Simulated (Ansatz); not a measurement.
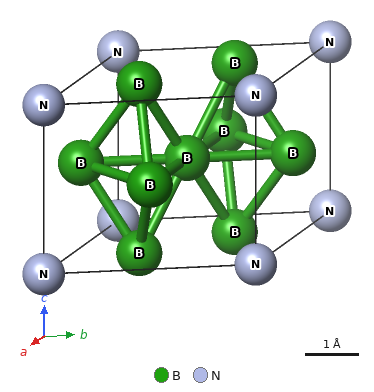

This is the input geometry for a relaxation of solid B5N (a generated structure, set up in P6/mmm) (coarse preliminary run). The picture is a ball-and-stick view of the cell of the calculation, seen slightly off an axis.

These are results of DFT PBE, scalar-relativistic, plane waves, PAW (Ansatz), not measurements.

The input:
```yaml
crystal:
  lattice:
    - [4.08765131, 0.0, 0.0]
    - [-2.04382565, 3.54000988, 0.0]
    - [0.0, 0.0, 3.32953679]
  atoms:
    - { symbol: B, position: [0.33333333, 0.66666667, 0.0] }
    - { symbol: B, position: [0.66666667, 0.33333333, 0.0] }
    - { symbol: B, position: [0.5, 0.0, 0.5] }
    - { symbol: B, position: [0.5, 0.5, 0.5] }
    - { symbol: B, position: [0.0, 0.5, 0.5] }
    - { symbol: "N", position: [0.0, 0.0, 0.0] }
basis:
  ecutwfc: 420
kpoints:
  mp_grid: { grid: [6, 6, 6] }
hamiltonian:
  xc: pbe
scf:
  occupations: { method: gaussian, width: 0.1 }
  lower_state_search: "off"
output:
  forces: true
  stress: true
  eigenvalues: true
relax:
  adjacent_minimum: "off"
  f_tol: 0.04
  max_steps: 70
  cell: { stress_tol: 0.4 }
```

Command:
```bash
ansatz run input.yaml --threads 1 --pin off --max-ram 2560MiB --backend cpu --events-out ev --progress --plain --runs-dir out
```

What does the optimiser find from here?

Answer. Over 6 accepted moves (8 points after the start) the energy falls by 1.151 eV per cell of the calculation. All forces vanish by symmetry, so only the cell relaxes. Pressure: −29.88 GPa at the start and 0.00 GPa at the end. The SCF was repeated twice at an unchanged geometry on a basis and grid sized afresh for the cell, which shifted the energy by 7.7 meV per cell of the calculation at most. The atoms keep their places relative to the cell (all moves are under 0.005 Å). The volume changes by −15.0 %, with a = b 4.088 → 4.037 Å (−1.2 %), c 3.330 → 2.902 Å (−12.9 %). Some distances before and after: B1–B3 2.041 → 1.861 Å, B3–B4 2.044 → 2.019 Å. Among the angles between lasting bonds that change: B3–B1–B3 109.3° → 102.4°, B3–B1–B4 60.1° → 65.7°, B3–B1–B4 146.4° → 143.5°. The space group stays P6/mmm (No. 191). Cost: 14 s on 1 thread of Arm Neoverse V1, with other jobs on the host, peak memory 0.31 GiB.

The structure at the end:

```
CELL_PARAMETERS angstrom
4.03727 0.00000 0.00000
-2.01863 3.49638 0.00000
0.00000 0.00000 2.90165
ATOMIC_POSITIONS crystal
B 0.33333 0.66667 0.00000
B 0.66667 0.33333 0.00000
B 0.50000 0.00000 0.50000
B 0.50000 0.50000 0.50000
B 0.00000 0.50000 0.50000
N 0.00000 0.00000 0.00000
```

After the run, drawn alike:

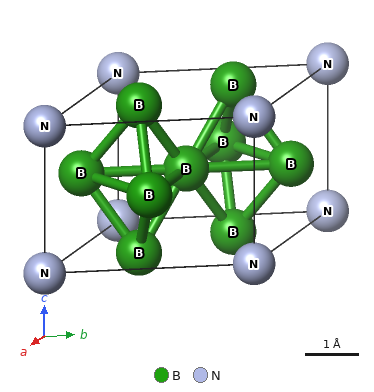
